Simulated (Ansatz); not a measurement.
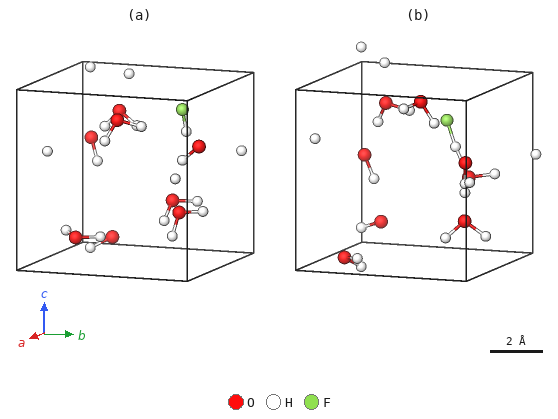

The structure of an amorphous cell of composition H17O8F before (left) and after (right) a relaxation, at one scale.

The picture is a ball-and-stick view of the cell of the calculation, seen slightly off an axis.

The cell holds 8 H2O + 1 HF. The run prepares the start of a later molecular dynamics calculation, from a guessed geometry.

The calculation used DFT PBEsol, scalar-relativistic, plane waves, PAW in Ansatz 0.2.0.

Input
```yaml
crystal:
  lattice:
    - [7.088668, 0.0, 0.0]
    - [0.0, 7.088668, 0.0]
    - [0.0, 0.0, 7.088668]
  atoms:
    - { symbol: O, position: [0.8163765, 0.5180885, 0.8348276] }
    - { symbol: H, position: [0.7864276, 0.6474151, 0.8024701] }
    - { symbol: H, position: [0.888205, 0.4729956, 0.7276987] }
    - { symbol: O, position: [0.2855388, 0.635786, 0.3145176] }
    - { symbol: H, position: [0.3797278, 0.6232332, 0.2163332] }
    - { symbol: H, position: [0.2531981, 0.7685241, 0.3125225] }
    - { symbol: O, position: [0.3296403, 0.3416853, 0.8007632] }
    - { symbol: H, position: [0.3575724, 0.4546749, 0.7291917] }
    - { symbol: H, position: [0.3054845, 0.2471171, 0.7051459] }
    - { symbol: O, position: [0.5980736, 0.7957301, 0.3059979] }
    - { symbol: H, position: [0.5898006, 0.9315251, 0.3186702] }
    - { symbol: H, position: [0.6545613, 0.7773954, 0.1829439] }
    - { symbol: O, position: [0.0250634, 0.0591737, 0.5879731] }
    - { symbol: H, position: [0.0622457, 0.1092577, 0.4664067] }
    - { symbol: H, position: [-0.0032264, -0.0720354, 0.562416] }
    - { symbol: O, position: [0.6577301, 0.2122741, 0.1416261] }
    - { symbol: H, position: [0.5901504, 0.3310251, 0.1423364] }
    - { symbol: H, position: [0.5602077, 0.1186243, 0.1613339] }
    - { symbol: O, position: [0.045066, 0.1903694, 0.0475901] }
    - { symbol: H, position: [0.0613542, 0.2944164, -0.039463] }
    - { symbol: H, position: [0.122673, 0.0909072, -0.0048859] }
    - { symbol: O, position: [0.6610439, 0.936339, 0.689731] }
    - { symbol: H, position: [0.6552491, 1.0462597, 0.6087794] }
    - { symbol: H, position: [0.6419724, 0.8313742, 0.6043613] }
    - { symbol: F, position: [0.3402159, 0.7147634, 0.8307748] }
    - { symbol: H, position: [0.3051427, 0.7239454, 0.7041174] }
basis:
  ecutwfc: 420.0
kpoints:
  mp_grid: { grid: [1, 1, 1] }
hamiltonian:
  xc: pbesol
scf:
  occupations: { method: fermi_dirac, width: 0.05 }
  lower_state_search: "off"
relax:
  f_tol: 0.3
  max_steps: 15
  adjacent_minimum: "off"
```

Run as
```bash
ansatz run input.yaml --threads 1 --pin off --max-ram 3072MiB --backend cpu --events-out ev --progress --plain --runs-dir out
```

Question: What changed between the two?

Answer: The relaxation stopped without meeting its thresholds, so the last structure isn't shown to be converged. It used up its limit of 15 steps. The largest moves, 1.70 Å, are those of H3 and H18. H18 goes roughly along [−1 1 −3]. By element the largest moves are H 1.70 Å, O 1.25 Å, F 1.13 Å. The cell doesn't change. Some distances before and after: O4–H26 2.835 → 1.294 Å, F25–H26 0.934 → 1.084 Å, O4–H6 0.969 → 1.016 Å, O10–H11 0.969 → 1.009 Å. Among the angles between lasting bonds that change: H5–O4–H6 104.0° → 106.9°, H23–O22–H24 104.0° → 106.3°. The energy falls by 195 meV per atom in 14 geometry steps. The largest force component goes from 1.1 to 0.48 eV/Å.

Limits of the set-up: the periodic images lie only 7.1 Å apart, so the values are limited by the cell's size.
